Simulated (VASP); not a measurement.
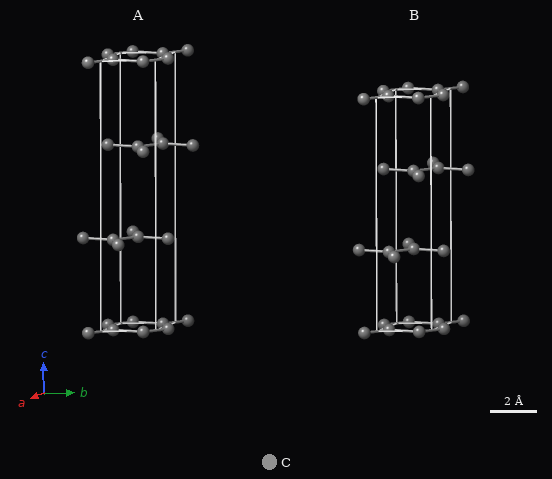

Two geometries of a crystal of C (set up in C2/m), drawn at one scale. One is the start of a relaxation, the other its converged end. A ball-and-stick model of the larger cell on standard axes (3 times the calculation's cell), seen slightly off an axis.

The calculation used Kohn-Sham DFT of a periodic cell, PBE, VASP PAW PBE potentials, recommended (VASP 6.6.1). Set-up: plane-wave cutoff 900 eV; k-point mesh 13 × 13 × 8; occupations fermi-dirac; smearing width 0.05 eV; no spin polarisation.

Which of the two is the end point?

Structure A is the relaxed one. The run lets cell and atoms move. No atom moves by more than 0.005 Å relative to the cell. The drawn cell changes as follows: a = b 2.456 → 2.467 Å (+0.4 %), c 10.509 → 12.147 Å (+15.6 %), α 90.6° → 90.3°, β 89.4° → 89.7°; the volume changes by +16.6 %. Some distances before and after: C–C 1.418 → 1.424 Å. The space group stays C2/m (No. 12). The energy falls by 16.5 meV per cell of the calculation in 38 geometry steps. The largest force component goes from 0.004 to 0.0019 eV/Å. Pressure: 3.94 GPa at the start and 0.00 GPa at the end. At step 1 the optimiser overshot: the energy rose above the start, and later steps came back. The volume changes by over a tenth within one run on a fixed set of plane waves, so the end point should be relaxed again from the new cell. It ran on 1 thread of Intel(R) Xeon(R) Platinum 8488C (Sapphire Rapids), with other jobs on the host.

Limits of the set-up: layers or molecules are held without a dispersion correction, so their spacing is unreliable.
